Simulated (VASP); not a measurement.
# Geometry relaxation, with input and output: GeSi$_{2}$ (part 4 of 4)

GeSi$_{2}$ (P4/mmm, 6 atoms in the cell); Kohn-Sham DFT of a periodic cell, PBE, VASP PAW PBE potentials, recommended, no spin polarisation (VASP 6.6.1); cutoff 520 eV, 4×4×4 k-mesh, Gaussian smearing of 0.15 eV. The structure was built on a prototype by a generator; it need not be a known phase.

Geometry of the input (Å; fractional positions):
```
4.9472  0.0000  0.0000
0.0000  4.9472  0.0000
0.0000  0.0000  4.3769
Si 0.6846  0.6846  0.5000
Si 0.3154  0.3154  0.5000
Si 0.3154  0.6846  0.5000
Si 0.6846  0.3154  0.5000
Ge 0.0000  0.0000  0.7409
Ge 0.0000  0.0000  0.2591
```

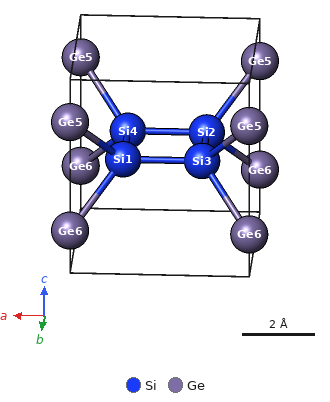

Fig. 1: The geometry at step 11 of the log (ball-and-stick view of the cell of the calculation, seen at an oblique angle; atoms are numbered from 1 in the order of the input).

**Parts of OUTCAR, continued**
```
 k-point     2 :       0.2500    0.0000    0.0000
  band No.  band energies     occupation
      1     -21.0774      2.00000
      2     -21.0368      2.00000
      3     -21.0367      2.00000
      4     -20.9902      2.00000
      5     -20.9902      2.00000
      6     -20.9850      2.00000
      7     -20.9795      2.00000
      8     -20.9745      2.00000
      9     -20.9694      2.00000
     10     -20.9482      2.00000
     11      -8.7974      2.00000
     12      -6.0198      2.00000
     13      -4.1768      2.00000
     14      -3.3618      2.00000
     15      -3.3237      2.00000
     16      -1.5905      2.00000
     17      -0.7099      2.00000
     18      -0.0277      2.00000
     19       0.2227      2.00000
     20       0.8475      2.00000
     21       2.1796      2.00000
     22       3.9828      0.05075
     23       4.3447      0.00000
     24       4.8474      0.00000
     25       5.7333      0.00000
     26       6.0430      0.00000

 k-point     3 :       0.5000    0.0000    0.0000
  band No.  band energies     occupation
      1     -21.0773      2.00000
      2     -21.0369      2.00000
      3     -21.0367      2.00000
      4     -20.9902      2.00000
      5     -20.9902      2.00000
      6     -20.9850      2.00000
      7     -20.9795      2.00000
      8     -20.9744      2.00000
      9     -20.9693      2.00000
     10     -20.9477      2.00000
     11      -8.3357      2.00000
     12      -6.9882      2.00000
     13      -4.0713      2.00000
     14      -3.1091      2.00000
     15      -2.4830      2.00000
     16      -2.1631      2.00000
     17      -1.3089      2.00000
     18      -0.9213      2.00000
     19       0.2443      2.00000
     20       2.4060      2.00000
     21       2.4500      2.00000
     22       4.3294      0.00000
     23       4.8225      0.00000
     24       4.8729      0.00000
     25       5.0143      0.00000
     26       5.9404      0.00000

 k-point     4 :       0.2500    0.2500    0.0000
  band No.  band energies     occupation
      1     -21.0773      2.00000
      2     -21.0368      2.00000
      3     -21.0367      2.00000
      4     -20.9902      2.00000
      5     -20.9902      2.00000
      6     -20.9850      2.00000
      7     -20.9795      2.00000
      8     -20.9744      2.00000
      9     -20.9693      2.00000
     10     -20.9477      2.00000
     11      -8.5419      2.00000
     12      -6.1018      2.00000
     13      -4.7195      2.00000
     14      -4.0896      2.00000
     15      -2.8804      2.00000
     16      -2.0950      2.00000
     17      -0.3900      2.00000
     18       0.8612      2.00000
     19       0.8962      2.00000
     20       1.4577      2.00000
     21       1.5279      2.00000
     22       3.7413      1.25343
     23       4.1822      0.00013
     24       4.9176      0.00000
     25       5.3215      0.00000
     26       5.3375      0.00000

 k-point     5 :       0.5000    0.2500    0.0000
  band No.  band energies     occupation
      1     -21.0774      2.00000
      2     -21.0370      2.00000
      3     -21.0367      2.00000
      4     -20.9902      2.00000
      5     -20.9902      2.00000
      6     -20.9850      2.00000
      7     -20.9795      2.00000
      8     -20.9743      2.00000
      9     -20.9692      2.00000
     10     -20.9484      2.00000
     11      -8.1368      2.00000
     12      -6.6680      2.00000
     13      -4.4704      2.00000
     14      -3.9939      2.00000
     15      -3.9719      2.00000
     16      -2.1370      2.00000
     17       0.5310      2.00000
     18       0.6808      2.00000
     19       0.8854      2.00000
     20       1.6179      2.00000
     21       2.7270      2.00000
     22       3.2894      2.00000
     23       4.6452      0.00000
     24       4.8473      0.00000
     25       5.2356      0.00000
     26       5.8195      0.00000

 [... the levels of 12 k-points are left out ...]

 k-point    18 :       0.5000    0.5000    0.5000
  band No.  band energies     occupation
      1     -21.0516      2.00000
      2     -21.0258      2.00000
      3     -21.0258      2.00000
      4     -21.0019      2.00000
      5     -21.0019      2.00000
      6     -20.9835      2.00000
      7     -20.9811      2.00000
      8     -20.9760      2.00000
      9     -20.9732      2.00000
     10     -20.9703      2.00000
     11      -7.5829      2.00000
     12      -5.9521      2.00000
     13      -5.3806      2.00000
     14      -5.2637      2.00000
     15      -5.2637      2.00000
     16       0.4604      2.00000
     17       0.4604      2.00000
     18       1.8841      2.00000
     19       1.9346      2.00000
     20       2.0785      2.00000
     21       2.6934      2.00000
     22       2.6934      2.00000
     23       3.5995      1.90314
     24       4.7613      0.00000
     25       5.8908      0.00000
     26       6.5521      0.00000

------------------------ aborting loop because EDIFF is reached ----------------------------------------

  FORCE on cell =-STRESS in cart. coord.  units (eV):
  Direction    XX          YY          ZZ          XY          YZ          ZX
  --------------------------------------------------------------------------------------
  -------------------------------------------------------------------------------------
  Total        0.2789823      0.2789823      0.2868619      0.0000000      0.0000000      0.0000000
  in kB        2.8134424      2.8134424      2.8929049      0.0000000      0.0000000      0.0000000
  external PRESSURE =       2.8399299 kB  Pullay stress =       0.0000000 kB

 VOLUME and BASIS-vectors are now :
 -----------------------------------------------------------------------------
  energy-cutoff  :      520.00
  volume of cell :      158.87
      direct lattice vectors                 reciprocal lattice vectors
     5.144025996 -0.000000000  0.000000000     0.194400262  0.000000000 -0.000000000
    -0.000000000  5.144025996  0.000000000    -0.000000000  0.194400262  0.000000000
     0.000000000 -0.000000000  6.004031321    -0.000000000 -0.000000000  0.166554761

 POSITION                                       TOTAL-FORCE (eV/Angst)
 -----------------------------------------------------------------------------------
      3.74615      3.74615      3.00202        -0.043146     -0.043146     -0.000000
      1.39788      1.39788      3.00202         0.043146      0.043146     -0.000000
      1.39788      3.74615      3.00202         0.043146     -0.043146     -0.000000
      3.74615      1.39788      3.00202        -0.043146      0.043146     -0.000000
      0.00000      0.00000      4.64570         0.000000     -0.000000      0.071890
      0.00000      0.00000      1.35833         0.000000     -0.000000     -0.071890
 -----------------------------------------------------------------------------------
    total drift:                               -0.000000     -0.000000      0.000000

  FREE ENERGIE OF THE ION-ELECTRON SYSTEM (eV)
  ---------------------------------------------------
  free  energy   TOTEN  =       -27.8007908934 eV

  energy  without entropy=      -27.7761109195  energy(sigma->0) =      -27.78845091

 reached required accuracy - stopping structural energy minimisation
```

**CONTCAR**
```
Si2Ge
   1.00000000000000
     5.1440259957556886   -0.0000000000000000    0.0000000000000000
    -0.0000000000000000    5.1440259957556886    0.0000000000000000
     0.0000000000000000   -0.0000000000000000    6.0040313206402551
  Si              Ge
     4     2
Direct
     0.7282521127890754    0.7282521127890754    0.5000000000000000
     0.2717478872109245    0.2717478872109245    0.5000000000000000
     0.2717478872109245    0.7282521127890754    0.5000000000000000
     0.7282521127890754    0.2717478872109245    0.5000000000000000
     0.0000000000000000    0.0000000000000000    0.7737633324811646
     0.0000000000000000    0.0000000000000000    0.2262366675188356

  0.00000000E+00  0.00000000E+00  0.00000000E+00
  0.00000000E+00  0.00000000E+00  0.00000000E+00
  0.00000000E+00  0.00000000E+00  0.00000000E+00
  0.00000000E+00  0.00000000E+00  0.00000000E+00
  0.00000000E+00  0.00000000E+00  0.00000000E+00
  0.00000000E+00  0.00000000E+00  0.00000000E+00
```

**Trajectory as extended XYZ (Å, eV, eV/Å), 22 frames, from step=0 to step=21**
```
6
Lattice="4.9472 0.0000 0.0000 0.0000 4.9472 0.0000 0.0000 0.0000 4.3769" Properties=species:S:1:pos:R:3:forces:R:3 step=0 energy=-15.62301
Si    3.3870    3.3870    2.1885   11.3062  11.3062   0.0000
Si    1.5602    1.5602    2.1885  -11.3062 -11.3062   0.0000
Si    1.5602    3.3870    2.1885  -11.3062  11.3062   0.0000
Si    3.3870    1.5602    2.1885   11.3062 -11.3062   0.0000
Ge    0.0000    0.0000    3.2427    0.0000   0.0000   6.5790
Ge    0.0000    0.0000    1.1342    0.0000   0.0000  -6.5790
6
Lattice="6.9048 0.0000 0.0000 0.0000 6.9048 -0.0000 0.0000 -0.0000 5.3315" Properties=species:S:1:pos:R:3:forces:R:3 step=1 energy=-23.48480
Si    5.4886    5.4886    2.6657    0.7525   0.7525   0.0000
Si    1.4163    1.4163    2.6657   -0.7525  -0.7525   0.0000
Si    1.4163    5.4886    2.6657   -0.7525   0.7525   0.0000
Si    5.4886    1.4163    2.6657    0.7525  -0.7525   0.0000
Ge    6.9048    6.9048    4.3365    0.0000   0.0000  -9.5379
Ge    6.9048    6.9048    0.9949    0.0000   0.0000   9.5379
6
Lattice="6.7762 0.0000 0.0000 0.0000 6.7762 -0.0000 0.0000 -0.0000 5.2687" Properties=species:S:1:pos:R:3:forces:R:3 step=2 energy=-23.84968
Si    5.3511    5.3511    2.6344    0.7209   0.7209   0.0000
Si    1.4251    1.4251    2.6344   -0.7209  -0.7209   0.0000
Si    1.4251    5.3511    2.6344   -0.7209   0.7209   0.0000
Si    5.3511    1.4251    2.6344    0.7209  -0.7209   0.0000
Ge    0.0000    0.0000    4.2649    0.0000   0.0000  -8.6661
Ge    0.0000    0.0000    1.0038    0.0000   0.0000   8.6661
6
Lattice="6.6954 0.0000 0.0000 0.0000 6.6954 -0.0000 0.0000 -0.0000 5.2293" Properties=species:S:1:pos:R:3:forces:R:3 step=3 energy=-24.00749
Si    5.2651    5.2651    2.6147    0.7020   0.7020   0.0000
Si    1.4303    1.4303    2.6147   -0.7020  -0.7020   0.0000
Si    1.4303    5.2651    2.6147   -0.7020   0.7020   0.0000
Si    5.2651    1.4303    2.6147    0.7020  -0.7020   0.0000
Ge    0.0000    0.0000    4.2200    0.0000   0.0000  -8.1399
Ge    0.0000    0.0000    1.0093    0.0000   0.0000   8.1399
6
Lattice="5.8213 0.0000 0.0000 0.0000 5.8213 -0.0000 0.0000 -0.0000 4.8031" Properties=species:S:1:pos:R:3:forces:R:3 step=4 energy=-25.28167
Si    4.3660    4.3660    2.4016   -0.5043  -0.5043   0.0000
Si    1.4553    1.4553    2.4016    0.5043   0.5043   0.0000
Si    1.4553    4.3660    2.4016    0.5043  -0.5043   0.0000
Si    4.3660    1.4553    2.4016   -0.5043   0.5043   0.0000
Ge    0.0000    0.0000    3.7459    0.0000   0.0000  -2.7535
Ge    0.0000    0.0000    1.0572    0.0000   0.0000   2.7535
6
Lattice="5.3843 0.0000 0.0000 0.0000 5.3843 -0.0000 0.0000 -0.0000 4.5900" Properties=species:S:1:pos:R:3:forces:R:3 step=5 energy=-25.49254
Si    3.9256    3.9256    2.2950   -1.2386  -1.2386   0.0000
Si    1.4587    1.4587    2.2950    1.2386   1.2386   0.0000
Si    1.4587    3.9256    2.2950    1.2386  -1.2386   0.0000
Si    3.9256    1.4587    2.2950   -1.2386   1.2386   0.0000
Ge    0.0000    0.0000    3.5120    0.0000   0.0000   0.3499
Ge    0.0000    0.0000    1.0780    0.0000   0.0000  -0.3499
6
Lattice="5.5888 0.0000 0.0000 0.0000 5.5888 -0.0000 0.0000 -0.0000 4.6898" Properties=species:S:1:pos:R:3:forces:R:3 step=6 energy=-25.49934
Si    4.1339    4.1339    2.3449   -0.9427  -0.9427   0.0000
Si    1.4549    1.4549    2.3449    0.9427   0.9427   0.0000
Si    1.4549    4.1339    2.3449    0.9427  -0.9427   0.0000
Si    4.1339    1.4549    2.3449   -0.9427   0.9427   0.0000
Ge    0.0000    0.0000    3.6222    0.0000   0.0000  -1.3967
Ge    0.0000    0.0000    1.0676    0.0000   0.0000   1.3967
6
Lattice="5.5356 0.0000 0.0000 0.0000 5.5356 -0.0000 0.0000 -0.0000 4.6638" Properties=species:S:1:pos:R:3:forces:R:3 step=7 energy=-25.52902
Si    4.0798    4.0798    2.3319   -1.0876  -1.0876   0.0000
Si    1.4558    1.4558    2.3319    1.0876   1.0876   0.0000
Si    1.4558    4.0798    2.3319    1.0876  -1.0876   0.0000
Si    4.0798    1.4558    2.3319   -1.0876   1.0876   0.0000
Ge    0.0000    0.0000    3.5935    0.0000   0.0000  -0.8891
Ge    0.0000    0.0000    1.0703    0.0000   0.0000   0.8891
6
Lattice="5.6391 0.0000 0.0000 -0.0000 5.6391 -0.0000 0.0000 -0.0000 5.3355" Properties=species:S:1:pos:R:3:forces:R:3 step=8 energy=-26.86123
Si    4.1305    4.1305    2.6678   -0.4876  -0.4876   0.0000
Si    1.5086    1.5086    2.6678    0.4876   0.4876   0.0000
Si    1.5086    4.1305    2.6678    0.4876  -0.4876   0.0000
Si    4.1305    1.5086    2.6678   -0.4876   0.4876   0.0000
Ge    0.0000    0.0000    4.0822    0.0000   0.0000   0.7911
Ge    0.0000    0.0000    1.2533    0.0000   0.0000  -0.7911
6
Lattice="5.6455 0.0000 0.0000 -0.0000 5.6455 -0.0000 0.0000 -0.0000 5.3767" Properties=species:S:1:pos:R:3:forces:R:3 step=9 energy=-26.86711
Si    4.1336    4.1336    2.6884   -0.4848  -0.4848   0.0000
Si    1.5119    1.5119    2.6884    0.4848   0.4848   0.0000
Si    1.5119    4.1336    2.6884    0.4848  -0.4848   0.0000
Si    4.1336    1.5119    2.6884   -0.4848   0.4848   0.0000
Ge    0.0000    0.0000    4.1122    0.0000   0.0000   0.7794
Ge    0.0000    0.0000    1.2646    0.0000   0.0000  -0.7794
6
Lattice="5.4258 0.0000 0.0000 -0.0000 5.4258 -0.0000 0.0000 -0.0000 5.5203" Properties=species:S:1:pos:R:3:forces:R:3 step=10 energy=-27.37673
Si    3.9506    3.9506    2.7601   -0.5045  -0.5045   0.0000
Si    1.4752    1.4752    2.7601    0.5045   0.5045   0.0000
Si    1.4752    3.9506    2.7601    0.5045  -0.5045   0.0000
Si    3.9506    1.4752    2.7601   -0.5045   0.5045   0.0000
Ge    0.0000    0.0000    4.2529    0.0000   0.0000   0.3076
Ge    0.0000    0.0000    1.2674    0.0000   0.0000  -0.3076
6
Lattice="5.0132 0.0000 0.0000 -0.0000 5.0132 -0.0000 0.0000 -0.0000 5.7899" Properties=species:S:1:pos:R:3:forces:R:3 step=11 energy=-27.37170
Si    3.6103    3.6103    2.8950    1.4122   1.4122   0.0000
Si    1.4029    1.4029    2.8950   -1.4122  -1.4122   0.0000
Si    1.4029    3.6103    2.8950   -1.4122   1.4122   0.0000
Si    3.6103    1.4029    2.8950    1.4122  -1.4122   0.0000
Ge    0.0000    0.0000    4.5199    0.0000   0.0000  -0.3949
Ge    0.0000    0.0000    1.2701    0.0000   0.0000   0.3949
6
Lattice="5.2770 0.0000 0.0000 -0.0000 5.2770 -0.0000 0.0000 -0.0000 5.6175" Properties=species:S:1:pos:R:3:forces:R:3 step=12 energy=-27.62437
Si    3.8293    3.8293    2.8088   -0.1326  -0.1326   0.0000
Si    1.4477    1.4477    2.8088    0.1326   0.1326   0.0000
Si    1.4477    3.8293    2.8088    0.1326  -0.1326   0.0000
Si    3.8293    1.4477    2.8088   -0.1326   0.1326   0.0000
Ge    0.0000    0.0000    4.3502    0.0000   0.0000   0.1271
Ge    0.0000    0.0000    1.2673    0.0000   0.0000  -0.1271
6
Lattice="5.1451 0.0000 0.0000 -0.0000 5.1451 -0.0000 0.0000 -0.0000 5.7037" Properties=species:S:1:pos:R:3:forces:R:3 step=13 energy=-27.65884
Si    3.7202    3.7202    2.8519    0.4787   0.4787   0.0000
Si    1.4249    1.4249    2.8519   -0.4787  -0.4787   0.0000
Si    1.4249    3.7202    2.8519   -0.4787   0.4787   0.0000
Si    3.7202    1.4249    2.8519    0.4787  -0.4787   0.0000
Ge    0.0000    0.0000    4.4353    0.0000   0.0000  -0.2521
Ge    0.0000    0.0000    1.2684    0.0000   0.0000   0.2521
6
Lattice="5.1936 0.0000 0.0000 -0.0000 5.1936 -0.0000 0.0000 -0.0000 5.6720" Properties=species:S:1:pos:R:3:forces:R:3 step=14 energy=-27.68041
Si    3.7604    3.7604    2.8360    0.2205   0.2205   0.0000
Si    1.4332    1.4332    2.8360   -0.2205  -0.2205   0.0000
Si    1.4332    3.7604    2.8360   -0.2205   0.2205   0.0000
Si    3.7604    1.4332    2.8360    0.2205  -0.2205   0.0000
Ge    0.0000    0.0000    4.4041    0.0000   0.0000  -0.0707
Ge    0.0000    0.0000    1.2680    0.0000   0.0000   0.0707
6
Lattice="5.1517 -0.0000 0.0000 -0.0000 5.1517 -0.0000 0.0000 -0.0000 5.9192" Properties=species:S:1:pos:R:3:forces:R:3 step=15 energy=-27.76349
Si    3.7328    3.7328    2.9596    0.3877   0.3877   0.0000
Si    1.4189    1.4189    2.9596   -0.3877  -0.3877   0.0000
Si    1.4189    3.7328    2.9596   -0.3877   0.3877   0.0000
Si    3.7328    1.4189    2.9596    0.3877  -0.3877   0.0000
Ge    0.0000    0.0000    4.6037    0.0000   0.0000  -0.4056
Ge    0.0000    0.0000    1.3155    0.0000   0.0000   0.4056
6
Lattice="5.1469 -0.0000 0.0000 -0.0000 5.1469 -0.0000 0.0000 -0.0000 5.9475" Properties=species:S:1:pos:R:3:forces:R:3 step=16 energy=-27.76414
Si    3.7296    3.7296    2.9738    0.4043   0.4043   0.0000
Si    1.4172    1.4172    2.9738   -0.4043  -0.4043   0.0000
Si    1.4172    3.7296    2.9738   -0.4043   0.4043   0.0000
Si    3.7296    1.4172    2.9738    0.4043  -0.4043   0.0000
Ge    0.0000    0.0000    4.6266    0.0000   0.0000  -0.4383
Ge    0.0000    0.0000    1.3210    0.0000   0.0000   0.4383
6
Lattice="5.1602 -0.0000 0.0000 -0.0000 5.1602 0.0000 0.0000 -0.0000 6.0206" Properties=species:S:1:pos:R:3:forces:R:3 step=17 energy=-27.79847
Si    3.7612    3.7612    3.0103   -0.1156  -0.1156   0.0000
Si    1.3990    1.3990    3.0103    0.1156   0.1156   0.0000
Si    1.3990    3.7612    3.0103    0.1156  -0.1156   0.0000
Si    3.7612    1.3990    3.0103   -0.1156   0.1156   0.0000
Ge    0.0000    0.0000    4.6624    0.0000   0.0000  -0.0191
Ge    0.0000    0.0000    1.3581    0.0000   0.0000   0.0191
6
Lattice="5.1578 -0.0000 0.0000 -0.0000 5.1578 0.0000 0.0000 -0.0000 6.0076" Properties=species:S:1:pos:R:3:forces:R:3 step=18 energy=-27.80053
Si    3.7556    3.7556    3.0038   -0.0271  -0.0271   0.0000
Si    1.4022    1.4022    3.0038    0.0271   0.0271   0.0000
Si    1.4022    3.7556    3.0038    0.0271  -0.0271   0.0000
Si    3.7556    1.4022    3.0038   -0.0271   0.0271   0.0000
Ge    0.0000    0.0000    4.6561    0.0000   0.0000  -0.1275
Ge    0.0000    0.0000    1.3516    0.0000   0.0000   0.1275
6
Lattice="5.1583 -0.0000 0.0000 -0.0000 5.1583 0.0000 0.0000 -0.0000 6.0103" Properties=species:S:1:pos:R:3:forces:R:3 step=19 energy=-27.80039
Si    3.7568    3.7568    3.0052   -0.0475  -0.0475   0.0000
Si    1.4015    1.4015    3.0052    0.0475   0.0475   0.0000
Si    1.4015    3.7568    3.0052    0.0475  -0.0475   0.0000
Si    3.7568    1.4015    3.0052   -0.0475   0.0475   0.0000
Ge    0.0000    0.0000    4.6574    0.0000   0.0000  -0.0907
Ge    0.0000    0.0000    1.3529    0.0000   0.0000   0.0907
6
Lattice="5.1581 -0.0000 0.0000 -0.0000 5.1581 0.0000 0.0000 -0.0000 6.0088" Properties=species:S:1:pos:R:3:forces:R:3 step=20 energy=-27.80051
Si    3.7562    3.7562    3.0044   -0.0362  -0.0362   0.0000
Si    1.4019    1.4019    3.0044    0.0362   0.0362   0.0000
Si    1.4019    3.7562    3.0044    0.0362  -0.0362   0.0000
Si    3.7562    1.4019    3.0044   -0.0362   0.0362   0.0000
Ge    0.0000    0.0000    4.6567    0.0000   0.0000  -0.1056
Ge    0.0000    0.0000    1.3522    0.0000   0.0000   0.1056
6
Lattice="5.1440 -0.0000 0.0000 -0.0000 5.1440 0.0000 0.0000 -0.0000 6.0040" Properties=species:S:1:pos:R:3:forces:R:3 step=21 energy=-27.80079
Si    3.7461    3.7461    3.0020   -0.0431  -0.0431   0.0000
Si    1.3979    1.3979    3.0020    0.0431   0.0431   0.0000
Si    1.3979    3.7461    3.0020    0.0431  -0.0431   0.0000
Si    3.7461    1.3979    3.0020   -0.0431   0.0431   0.0000
Ge    0.0000    0.0000    4.6457    0.0000   0.0000   0.0719
Ge    0.0000    0.0000    1.3583    0.0000   0.0000  -0.0719
```

**Results in brief**

| quantity | value |
| --- | --- |
| outcome | converged |
| space group (tolerance 0.01 Å) | P4/mmm (123) |
| electrons treated | 44 |
| free energy | −27.8008 eV |
| gap on the k-point mesh | none (metallic) |
| pressure | 0.28 GPa |
| final volume | 158.87 Å³ |
| largest force (length of the vector) at the end | 0.072 eV/Å |
| final cell | a = 5.144 Å, b = 5.144 Å, c = 6.004 Å, α = 90.00°, β = 90.00°, γ = 90.00° |
| hardware | 1 thread of Intel Xeon (Emerald Rapids), 450 GiB of memory available, shared host |
| wall time | 4.3 min |
| peak memory | 0.18 GiB |

**Notes**

The volume changed by more than 5 % on the plane waves of the start, so the result carries a basis error; a second relaxation from the end is advised.
